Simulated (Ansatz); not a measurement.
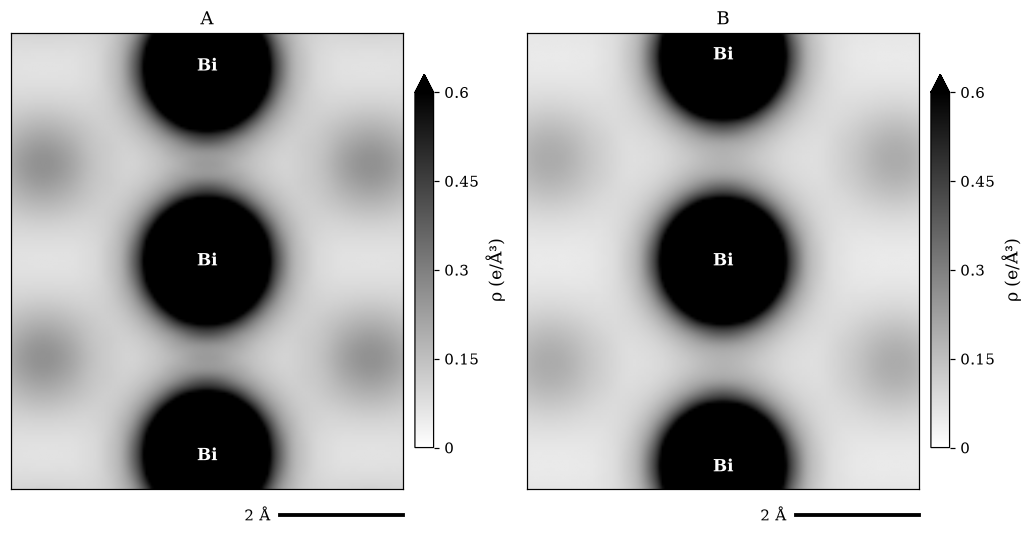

Bi. The valence charge density (pseudo) of two cells that differ in size, on the (010) plane of each (indices in the axes of the calculation cell), at one length scale and on one colour scale: B has 30.9 Å³ an atom and A 26.1.

Level of theory: DFT, LDA (PW92), plane waves (420 eV) with PAW, scalar-relativistic (Ansatz).

The density is the valence pseudo-density of a PAW calculation; it isn't the true density close to the nuclei.

> What does the compression do to the bonding and the properties?

From the larger cell to the smaller, Bi–Bi goes from 3.34 to 3.16 Å, and the density at its midpoint from 0.18 to 0.24 e/Å³; the pressure goes from −2.3 to 11 GPa.
